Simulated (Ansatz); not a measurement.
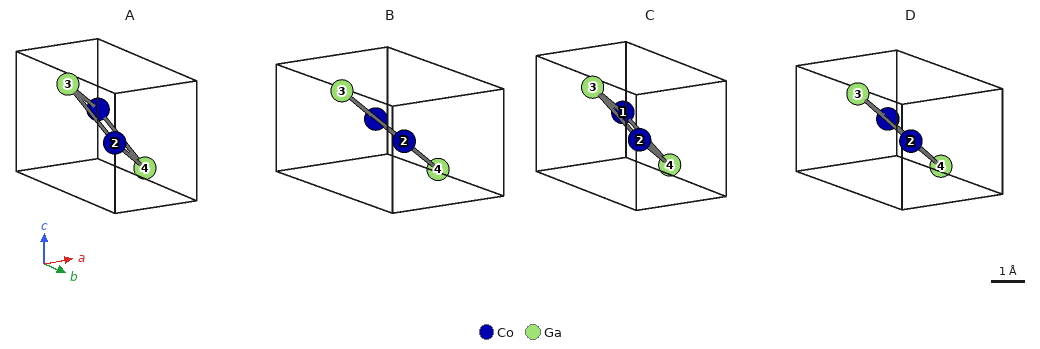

4 geometries from one relaxation of a crystal of GaCo (a generated structure, set up in Cmcm), in shuffled order. A ball-and-stick model of the cell of the calculation, seen from a free direction.

These are results of DFT, PAW plane waves, r2SCAN (Ansatz 0.2.0), not measurements. Settings: plane-wave cutoff 500 eV; k-point mesh 5 × 5 × 5; occupations fermi dirac; smearing width 0.1 eV; no spin polarisation; cell and atoms relaxed; at most 40 steps.

### Put them in the order of the run, from the start to the converged end.

B, D, C, A. They are steps 0, 2, 4, 16, at +504 meV per atom, +102 meV per atom, +24.9 meV per atom relative to the last. After 12 accepted moves (16 points after the start) the energy has fallen by 504 meV per atom. Largest force component: 2.4 eV/Å at the start, 0.00034 eV/Å at the end. The pressure goes from −17.71 to −0.01 GPa. The line search rejected the trial steps at points 6, 14 of the run. At 2 points the geometry stayed and the basis and grid were re-selected for the new cell (energy shift of 0.2 meV per atom at most each time). The largest moves relative to the cell, 0.096 Å, are those of Ga3 and Ga4. Ga4 goes along [1 −2 0]. Largest moves by element: Ga 0.096 Å, Co 0.074 Å. The volume changes by −21.4 %, with a 3.723 → 2.728 Å (−26.7 %), b 5.054 → 4.703 Å (−7.0 %), c 3.525 → 3.949 Å (+12.0 %), γ 68.4° → 73.1°. Near-neighbour distances that change, for instance: Co1–Ga3 2.622 → 2.341 Å, Ga3–Ga4 2.354 → 2.597 Å, Co1–Ga3 (another image) 2.789 → 2.554 Å, Co1–Ga4 2.615 → 2.446 Å. The space group stays Cmcm (No. 63). Cost: 3.4 min on 1 thread of Arm Neoverse V2, with other jobs on the host, peak memory 0.52 GiB.
